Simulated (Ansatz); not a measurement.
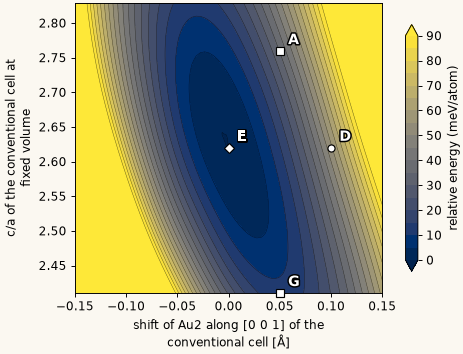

AlAu2 (I4/mmm, No. 139; 3 atoms in the cell). The energy is mapped over a free internal coordinate and the cell. The first coordinate is: shift of Au2 along [0 0 1] of the conventional cell, Cartesian (0 0 1), its symmetry partners moved as symmetry demands (measured in the relaxed cell); the second: c/a of the conventional cell at fixed volume. Nothing is relaxed (all other coordinates fixed). Grid: 7 × 7 points. Points are written as (first, second). All energies are given in meV/atom relative to the lowest grid point. Computed with DFT LDA, scalar-relativistic, plane waves, PAW (Ansatz 0.2.0). Settings: cutoff 420 eV, k-mesh 16×16×16, gaussian smearing 0.15 eV, no spin polarisation.

Drawn: filled contours, one colour for all values above the top of the scale, lettered points. Between grid points the surface is interpolated.

Q: Is A the lowest point of the computed grid?

A: No. A lies 35 meV/atom above the lowest grid point, which is at (0.00 Å, 2.62).

Q: What kind of point is each of A, D, E: minimum, saddle, maximum or slope?

A: A: on a slope; D: on a slope; E: minimum. (In these two coordinates alone; a stationary point may lie a little off the grid point.)
